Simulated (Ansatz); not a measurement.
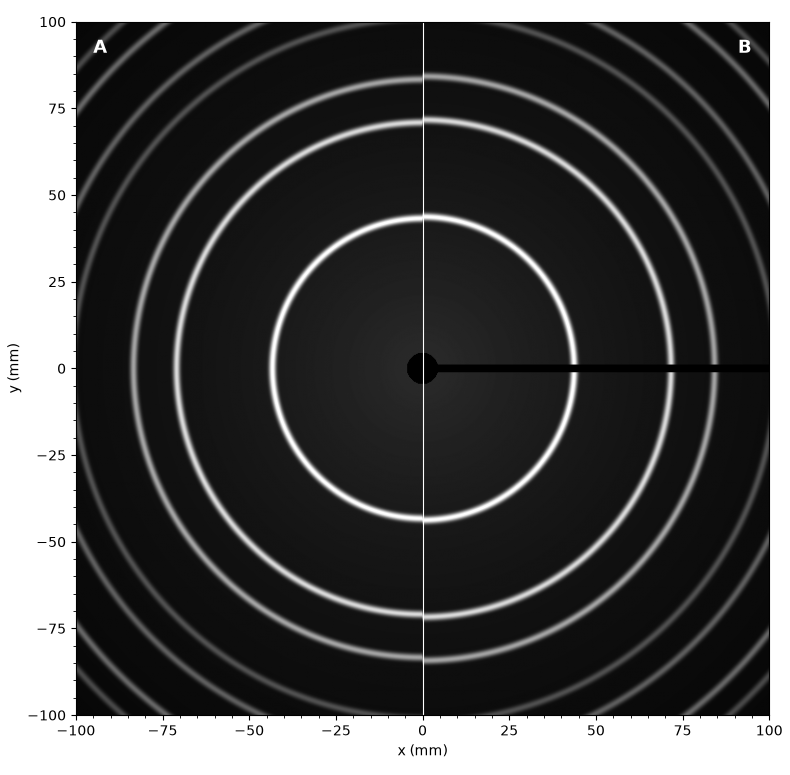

Simulated X-ray powder rings on a flat area detector normal to the beam: λ = 0.2066 Å, sample-to-detector distance 580 mm, axes in mm from the beam centre, for a fine-grained powder without texture. Kinematic intensities with B = 0.8 Å² for all atoms, without absorption; brightness goes as intensity to the power 0.5, clipped at the top. Reflections closer than the ring width show as one ring. The left and right halves show two different samples, each scaled to its strongest ring.

Both are Fe in Fd-3m, with cells of different size. Origins: A, the geometry relaxed with DFT, PBEsol, plane waves (420 eV) with PAW, scalar-relativistic (Ansatz); the starting structure was generated, so it need not be a known form of this composition; B, the input geometry of an electronic-structure calculation (not necessarily at equilibrium); the starting structure was generated, so it need not be a known form of this composition.

> Which half has the larger cell, and by how much?

Half A: the volume of B is 3.1 % smaller than that of A, and a larger cell draws the rings inwards on average.
A: a = 4.805 Å, b = 4.805 Å, c = 4.805 Å, α = 90.00°, β = 90.00°, γ = 90.00°; 111 at 43.3 mm (d = 2.77 Å), 220 at 70.9 mm (d = 1.699 Å), 311 at 83.4 mm (d = 1.449 Å).
B: a = 4.754 Å, b = 4.754 Å, c = 4.754 Å, α = 90.00°, β = 90.00°, γ = 90.00°; 111 at 43.7 mm (d = 2.74 Å), 220 at 71.7 mm (d = 1.681 Å), 311 at 84.2 mm (d = 1.434 Å).
